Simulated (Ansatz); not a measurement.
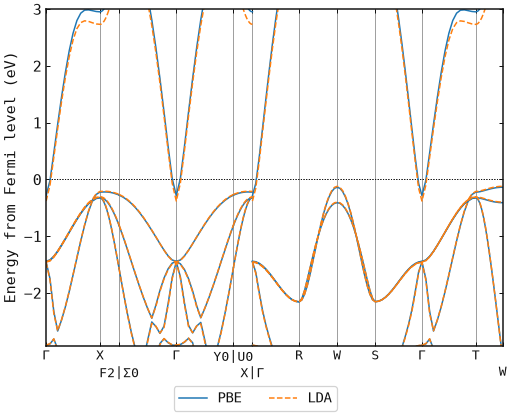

Band structures of SnO₂, space group Immm (No. 71), 3 atoms in the cell, by two methods on the same cell. Each is counted from its own Fermi level.

How do the methods compare?

Answer. Both give a metal. The 4 bands that come within 1 eV of the Fermi level differ by 0.05 eV on average and by 0.22 eV at most (at T).

Settings. PBE: DFT PBE, scalar-relativistic, plane waves, PAW, no spin polarisation, 18×18×18 k mesh, 420 eV cutoff, Gaussian smearing of 0.1 eV (Ansatz 0.2.0). LDA: DFT LDA, scalar-relativistic, plane waves, PAW, no spin polarisation, 18×18×18 k mesh, 420 eV cutoff (Ansatz).

The structure is an invented one, so it need not be a known or stable phase.
